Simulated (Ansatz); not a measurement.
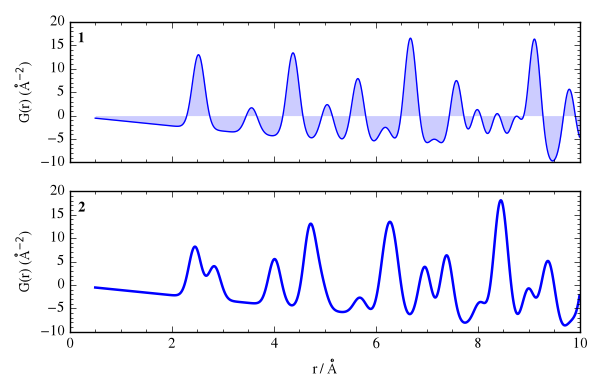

Each curve is a calculated neutron PDF: distances of the static structure, each pair weighted by the product of the tabulated coherent neutron scattering lengths (natural isotope mix where the element has one), broadened by Gaussians with σ = 0.12 Å. No termination ripples are included.

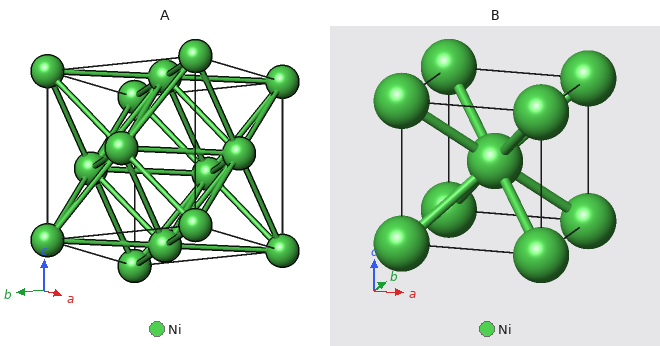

Candidate polymorphs:

A. Ni, a = 3.573 Å, b = 3.573 Å, c = 3.573 Å, α = 90.00°, β = 90.00°, γ = 90.00°, Fm-3m

B. Ni, a = 2.843 Å, b = 2.843 Å, c = 2.843 Å, α = 90.00°, β = 90.00°, γ = 90.00°, Im-3m

Origins: A, the input geometry of an electronic-structure calculation (not necessarily at equilibrium); B, the input geometry of an electronic-structure calculation (not necessarily at equilibrium); the starting structure was generated, so it need not be a known form of this composition.

Question: Match each curve to its structure.

Answer: curve 1 is A (Ni, first clear peaks at 2.52 Å (Ni–Ni) and 3.57 Å (Ni–Ni)); curve 2 is B (Ni, first clear peaks at 2.46 Å (Ni–Ni) and 2.83 Å (Ni–Ni)).
